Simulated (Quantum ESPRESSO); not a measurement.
## Sr: relaxation of cell and atoms (part 3 of 3)

Continued. System: Sr (P-1, 1 atom in the cell). Method: Kohn-Sham DFT of a periodic cell, PBE, PseudoDojo 0.4 SR PBEsol stringent, no spin polarisation (Quantum ESPRESSO 7.5); cutoff 925.19 eV, 4×4×4 k-mesh, fermi-dirac of 0.05 eV. The structure derives from an entry of the Crystallography Open Database.

Geometry of the input (Å; fractional positions):
```
0.0903  3.0260  2.9606
3.3125  0.1109  2.9400
3.3155  3.0084  0.1078
Sr 0.0000  0.0000  0.0000
```

**Output, continued**
```
     number of k points=    36  Fermi-Dirac smearing, width (Ry)=  0.0037
                       cart. coord. in units 2pi/alat
        k(    1) = (   0.0000000   0.0000000   0.0000000), wk =   0.0312500
        k(    2) = (   0.1746038   0.1744657  -0.1751039), wk =   0.0625000
        k(    3) = (  -0.3492076  -0.3489313   0.3502079), wk =   0.0312500
        k(    4) = (   0.1744193  -0.1744465   0.1751749), wk =   0.0625000
        k(    5) = (   0.3490232   0.0000192   0.0000710), wk =   0.0625000
        k(    6) = (  -0.1747883  -0.5233778   0.5253828), wk =   0.0625000
        k(    7) = (  -0.0001845  -0.3489121   0.3502788), wk =   0.0625000
        k(    8) = (  -0.3488387   0.3488929  -0.3503498), wk =   0.0312500
        k(    9) = (  -0.1742348   0.5233586  -0.5254537), wk =   0.0625000
        k(   10) = (  -0.6980463  -0.0000384  -0.0001419), wk =   0.0312500
        k(   11) = (  -0.1747182   0.1740351   0.1748561), wk =   0.0625000
        k(   12) = (  -0.0001143   0.3485008  -0.0002478), wk =   0.0625000
        k(   13) = (  -0.5239258  -0.1748962   0.5250640), wk =   0.0625000
        k(   14) = (  -0.3493220  -0.0004305   0.3499601), wk =   0.0625000
        k(   15) = (  -0.0002988  -0.0004113   0.3500310), wk =   0.0625000
        k(   16) = (   0.1743050   0.1740543   0.1749271), wk =   0.0625000
        k(   17) = (  -0.3495065  -0.3493426   0.7002389), wk =   0.0625000
        k(   18) = (  -0.1749026  -0.1748770   0.5251350), wk =   0.0625000
        k(   19) = (  -0.5235568   0.5229281  -0.1754937), wk =   0.0625000
        k(   20) = (  -0.3489530   0.6973937  -0.3505976), wk =   0.0625000
        k(   21) = (  -0.8727645   0.1739967   0.1747142), wk =   0.0625000
        k(   22) = (  -0.6981607   0.3484624  -0.0003897), wk =   0.0625000
        k(   23) = (  -0.3491375   0.3484816  -0.0003188), wk =   0.0625000
        k(   24) = (  -0.1745337   0.5229473  -0.1754227), wk =   0.0625000
        k(   25) = (  -0.6983451  -0.0004497   0.3498891), wk =   0.0625000
        k(   26) = (  -0.5237413   0.1740159   0.1747852), wk =   0.0625000
        k(   27) = (   0.3494363  -0.3480703  -0.3497123), wk =   0.0312500
        k(   28) = (   0.5240401  -0.1736046  -0.5248162), wk =   0.0625000
        k(   29) = (   0.0002287  -0.6970016   0.0004956), wk =   0.0312500
        k(   30) = (   0.5238557  -0.5225168  -0.1745374), wk =   0.0625000
        k(   31) = (   0.6984595  -0.3480511  -0.3496413), wk =   0.0625000
        k(   32) = (   0.1746480  -0.8714481   0.1756705), wk =   0.0625000
        k(   33) = (   0.3492518  -0.6969824   0.0005666), wk =   0.0625000
        k(   34) = (   0.0005977   0.0008226  -0.7000621), wk =   0.0312500
        k(   35) = (   0.1752015   0.1752883  -0.8751660), wk =   0.0625000
        k(   36) = (  -0.3486100  -0.3481087  -0.3498542), wk =   0.0312500

     Dense  grid:    28547 G-vectors     FFT dimensions: (  45,  45,  45)

     Initial potential from superposition of free atoms

     starting charge       9.9922, renormalised to      10.0000
     Starting wfcs are    5 randomized atomic wfcs +    5 random wfcs

     Self-consistent Calculation

     iteration #  1     ecut=    68.00 Ry     beta= 0.50
     Davidson diagonalization with overlap
     c_bands:  2 eigenvalues not converged
     c_bands:  2 eigenvalues not converged
     c_bands:  1 eigenvalues not converged
     c_bands:  2 eigenvalues not converged
     c_bands:  2 eigenvalues not converged
     c_bands:  1 eigenvalues not converged
     c_bands:  2 eigenvalues not converged
     c_bands:  1 eigenvalues not converged
     c_bands:  2 eigenvalues not converged
     c_bands:  2 eigenvalues not converged
     c_bands:  1 eigenvalues not converged
     c_bands:  1 eigenvalues not converged
     c_bands:  2 eigenvalues not converged
     c_bands:  2 eigenvalues not converged
     c_bands:  2 eigenvalues not converged
     c_bands:  2 eigenvalues not converged
     c_bands:  2 eigenvalues not converged
     c_bands:  2 eigenvalues not converged
     c_bands:  2 eigenvalues not converged
     c_bands:  2 eigenvalues not converged
     c_bands:  1 eigenvalues not converged
     c_bands:  2 eigenvalues not converged
     c_bands:  2 eigenvalues not converged
     c_bands:  1 eigenvalues not converged
     c_bands:  2 eigenvalues not converged
     c_bands:  3 eigenvalues not converged
     c_bands:  2 eigenvalues not converged
     c_bands:  4 eigenvalues not converged
     ethr =  1.00E-06,  avg # of iterations = 19.5

     total energy              =     -68.56478623 Ry
     estimated scf accuracy    <       0.00165131 Ry

     iteration #  2     ecut=    68.00 Ry     beta= 0.50
     Davidson diagonalization with overlap
     ethr =  1.65E-05,  avg # of iterations =  3.3

     total energy              =     -68.56491010 Ry
     estimated scf accuracy    <       0.00042744 Ry

     iteration #  3     ecut=    68.00 Ry     beta= 0.50
     Davidson diagonalization with overlap
     ethr =  4.27E-06,  avg # of iterations =  2.8

     total energy              =     -68.56492325 Ry
     estimated scf accuracy    <       0.00000107 Ry

     iteration #  4     ecut=    68.00 Ry     beta= 0.50
     Davidson diagonalization with overlap
     ethr =  1.07E-08,  avg # of iterations =  3.5

     total energy              =     -68.56492382 Ry
     estimated scf accuracy    <       0.00000062 Ry

     iteration #  5     ecut=    68.00 Ry     beta= 0.50
     Davidson diagonalization with overlap
     ethr =  6.18E-09,  avg # of iterations =  1.0

     total energy              =     -68.56492384 Ry
     estimated scf accuracy    <          1.1E-09 Ry

     iteration #  6     ecut=    68.00 Ry     beta= 0.50
     Davidson diagonalization with overlap
     ethr =  1.09E-11,  avg # of iterations =  4.4

     total energy              =     -68.56492384 Ry
     estimated scf accuracy    <          3.5E-10 Ry

     iteration #  7     ecut=    68.00 Ry     beta= 0.50
     Davidson diagonalization with overlap
     ethr =  3.45E-12,  avg # of iterations =  1.3

     total energy              =     -68.56492384 Ry
     estimated scf accuracy    <          6.1E-11 Ry

     iteration #  8     ecut=    68.00 Ry     beta= 0.50
     Davidson diagonalization with overlap
     ethr =  6.11E-13,  avg # of iterations =  1.5

     total energy              =     -68.56492384 Ry
     estimated scf accuracy    <          9.6E-12 Ry

     iteration #  9     ecut=    68.00 Ry     beta= 0.50
     Davidson diagonalization with overlap
     ethr =  1.00E-13,  avg # of iterations =  2.0

     End of self-consistent calculation

          k = 0.0000 0.0000 0.0000 (  3533 PWs)   bands (ev):

   -31.6754 -13.5370 -13.5368 -13.5364   1.3977   7.3561   7.3664   7.3836
     8.7992   8.8311

          k = 0.1746 0.1745-0.1751 (  3583 PWs)   bands (ev):

   -31.6690 -13.6306 -13.5501 -13.5491   2.3287   6.2907   7.5066   7.5249
     8.7531   8.7626

          k =-0.3492-0.3489 0.3502 (  3586 PWs)   bands (ev):

   -31.6625 -13.7219 -13.5632 -13.5616   3.9182   5.0676   7.2007   7.2218
     9.8318   9.8509

          k = 0.1744-0.1744 0.1752 (  3585 PWs)   bands (ev):

   -31.6690 -13.6305 -13.5500 -13.5491   2.3282   6.2895   7.5017   7.5304
     8.7530   8.7649

          k = 0.3490 0.0000 0.0001 (  3565 PWs)   bands (ev):

   -31.6669 -13.6266 -13.5707 -13.5703   2.6249   6.1554   7.1358   8.0196
     8.0353   9.2787

          k =-0.1748-0.5234 0.5254 (  3560 PWs)   bands (ev):

   -31.6604 -13.6899 -13.6105 -13.5832   4.2551   5.3479   6.2780   7.9882
     9.2383   9.9276

          k =-0.0002-0.3489 0.3503 (  3557 PWs)   bands (ev):

   -31.6625 -13.6702 -13.6143 -13.5622   3.6658   5.8685   6.2632   7.8228
     8.6033  10.0708

          k =-0.3488 0.3489-0.3503 (  3586 PWs)   bands (ev):

   -31.6625 -13.7217 -13.5630 -13.5616   3.9171   5.0663   7.1963   7.2276
     9.8336   9.8483

          k =-0.1742 0.5234-0.5255 (  3560 PWs)   bands (ev):

   -31.6604 -13.6897 -13.6106 -13.5832   4.2543   5.3476   6.2785   7.9881
     9.2393   9.9268

          k =-0.6980-0.0000-0.0001 (  3558 PWs)   bands (ev):

   -31.6584 -13.7106 -13.6047 -13.6034   4.4076   5.3955   6.0280   9.8471
    10.2111  10.2443

          k =-0.1747 0.1740 0.1749 (  3582 PWs)   bands (ev):

   -31.6690 -13.6302 -13.5499 -13.5490   2.3264   6.2856   7.5030   7.5307
     8.7567   8.7681

          k =-0.0001 0.3485-0.0002 (  3570 PWs)   bands (ev):

   -31.6669 -13.6267 -13.5702 -13.5700   2.6215   6.1553   7.1268   8.0301
     8.0365   9.2848

          k =-0.5239-0.1749 0.5251 (  3559 PWs)   bands (ev):

   -31.6605 -13.6901 -13.6102 -13.5828   4.2514   5.3488   6.2713   7.9996
     9.2366   9.9287

          k =-0.3493-0.0004 0.3500 (  3553 PWs)   bands (ev):

   -31.6626 -13.6700 -13.6144 -13.5618   3.6659   5.8623   6.2597   7.8325
     8.6097  10.0725

          k =-0.0003-0.0004 0.3500 (  3564 PWs)   bands (ev):

   -31.6668 -13.6264 -13.5712 -13.5711   2.6316   6.1555   7.1532   8.0148
     8.0177   9.2674

          k = 0.1743 0.1741 0.1749 (  3581 PWs)   bands (ev):

   -31.6690 -13.6300 -13.5498 -13.5490   2.3252   6.2826   7.5037   7.5312
     8.7592   8.7709

          k =-0.3495-0.3493 0.7002 (  3560 PWs)   bands (ev):

   -31.6626 -13.6685 -13.6143 -13.5630   3.6557   5.8805   6.2604   7.8243
     8.6003  10.0428

          k =-0.1749-0.1749 0.5251 (  3560 PWs)   bands (ev):

   -31.6603 -13.6908 -13.6097 -13.5842   4.2643   5.3390   6.2876   7.9846
     9.2187   9.9366

          k =-0.5236 0.5229-0.1755 (  3562 PWs)   bands (ev):

   -31.6604 -13.6904 -13.6100 -13.5842   4.2632   5.3395   6.2885   7.9823
     9.2225   9.9341

          k =-0.3490 0.6974-0.3506 (  3553 PWs)   bands (ev):

   -31.6626 -13.6694 -13.6144 -13.5618   3.6631   5.8624   6.2570   7.8384
     8.6122  10.0654

          k =-0.8728 0.1740 0.1747 (  3566 PWs)   bands (ev):

   -31.6605 -13.6894 -13.6102 -13.5830   4.2513   5.3400   6.2784   8.0029
     9.2265   9.9278

          k =-0.6982 0.3485-0.0004 (  3546 PWs)   bands (ev):

   -31.6583 -13.6585 -13.6577 -13.6059   5.1064   5.6461   5.6619   7.2328
    10.1521  10.3263

          k =-0.3491 0.3485-0.0003 (  3562 PWs)   bands (ev):

   -31.6626 -13.6687 -13.6143 -13.5630   3.6569   5.8805   6.2615   7.8219
     8.5992  10.0458

          k =-0.1745 0.5229-0.1754 (  3559 PWs)   bands (ev):

   -31.6605 -13.6903 -13.6099 -13.5827   4.2511   5.3465   6.2707   8.0048
     9.2311   9.9305

          k =-0.6983-0.0004 0.3499 (  3552 PWs)   bands (ev):

   -31.6584 -13.6574 -13.6571 -13.6061   5.1108   5.6421   5.6502   7.2425
    10.1317  10.2896

          k =-0.5237 0.1740 0.1748 (  3563 PWs)   bands (ev):

   -31.6605 -13.6900 -13.6099 -13.5831   4.2533   5.3408   6.2772   8.0031
     9.2239   9.9307

          k = 0.3494-0.3481-0.3497 (  3584 PWs)   bands (ev):

   -31.6626 -13.7211 -13.5628 -13.5614   3.9133   5.0617   7.1993   7.2294
     9.8314   9.8472

          k = 0.5240-0.1736-0.5248 (  3559 PWs)   bands (ev):

   -31.6605 -13.6891 -13.6108 -13.5826   4.2478   5.3476   6.2734   7.9992
     9.2412   9.9239

          k = 0.0002-0.6970 0.0005 (  3558 PWs)   bands (ev):

   -31.6585 -13.7106 -13.6039 -13.6030   4.4035   5.3989   6.0154   9.8489
    10.2325  10.2462

          k = 0.5239-0.5225-0.1745 (  3562 PWs)   bands (ev):

   -31.6604 -13.6896 -13.6104 -13.5840   4.2606   5.3385   6.2901   7.9820
     9.2260   9.9295

          k = 0.6985-0.3481-0.3496 (  3561 PWs)   bands (ev):

   -31.6626 -13.6685 -13.6145 -13.5622   3.6576   5.8686   6.2552   7.8398
     8.6108  10.0502

          k = 0.1746-0.8714 0.1757 (  3562 PWs)   bands (ev):

   -31.6606 -13.6889 -13.6107 -13.5825   4.2464   5.3448   6.2736   8.0042
     9.2373   9.9237

          k = 0.3493-0.6970 0.0006 (  3545 PWs)   bands (ev):

   -31.6583 -13.6588 -13.6568 -13.6059   5.1079   5.6392   5.6634   7.2361
    10.1442  10.3146

          k = 0.0006 0.0008-0.7001 (  3556 PWs)   bands (ev):

   -31.6582 -13.7105 -13.6054 -13.6049   4.4156   5.3888   6.0524   9.8451
    10.1398  10.2018

          k = 0.1752 0.1753-0.8752 (  3564 PWs)   bands (ev):

   -31.6604 -13.6892 -13.6106 -13.5839   4.2588   5.3370   6.2909   7.9839
     9.2258   9.9278

          k =-0.3486-0.3481-0.3499 (  3586 PWs)   bands (ev):

   -31.6627 -13.7206 -13.5627 -13.5614   3.9105   5.0583   7.2009   7.2313
     9.8320   9.8443

     the Fermi energy is     5.1070 ev

!    total energy              =     -68.56492384 Ry
     estimated scf accuracy    <          1.7E-12 Ry
     smearing contrib. (-TS)   =      -0.00090308 Ry
     internal energy E=F+TS    =     -68.56402075 Ry

     The total energy is F=E-TS. E is the sum of the following terms:
     one-electron contribution =     -25.85066542 Ry
     hartree contribution      =      13.96977548 Ry
     xc contribution           =     -16.66862119 Ry
     ewald contribution        =     -40.01450962 Ry

     convergence has been achieved in   9 iterations

     Forces acting on atoms (cartesian axes, Ry/au):

     atom    1 type  1   force =     0.00000000    0.00000000    0.00000000

     Total force =     0.000000     Total SCF correction =     0.000000

     Computing stress (Cartesian axis) and pressure

          total   stress  (Ry/bohr**3)                   (kbar)     P=        0.28
   0.00000156  -0.00000022  -0.00000052            0.23       -0.03       -0.08
  -0.00000022   0.00000046  -0.00000148           -0.03        0.07       -0.22
  -0.00000052  -0.00000148   0.00000359           -0.08       -0.22        0.53

=------------------------------------------------------------------------------=
   JOB DONE.
=------------------------------------------------------------------------------=
```

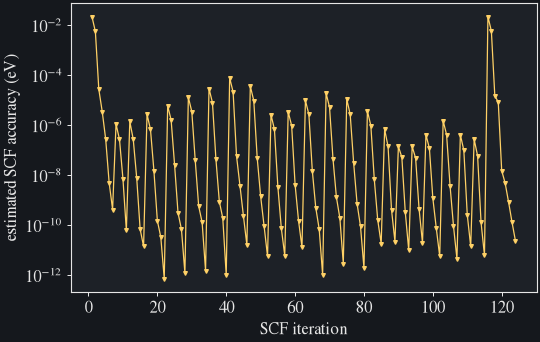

Fig. 1: Convergence of the self-consistent field: estimated SCF accuracy against the iteration. The field takes 124 iterations in all.

**Results in brief**

| quantity | value |
| --- | --- |
| outcome | converged |
| space group (tolerance 0.01 Å) | P-1 (2) → I4/mmm (139) |
| electrons treated | 10 |
| free energy | −932.8733 eV |
| Fermi energy | 5.107 eV |
| gap on the k-point mesh | none (metallic) |
| pressure | 0.03 GPa |
| final volume | 55.73 Å³ |
| largest force (length of the vector) at the end | under 0.001 eV/Å |
| final cell | a = 4.290 Å, b = 4.285 Å, c = 4.293 Å, α = 59.90°, β = 59.85°, γ = 60.07° |
| wall time | 2 min |
| peak memory | 0.08 GiB |

**Notes**

Further notes kept with the run: potentials made for another functional. Points of doubt noted for this run: coarse mesh; potentials made for another functional.
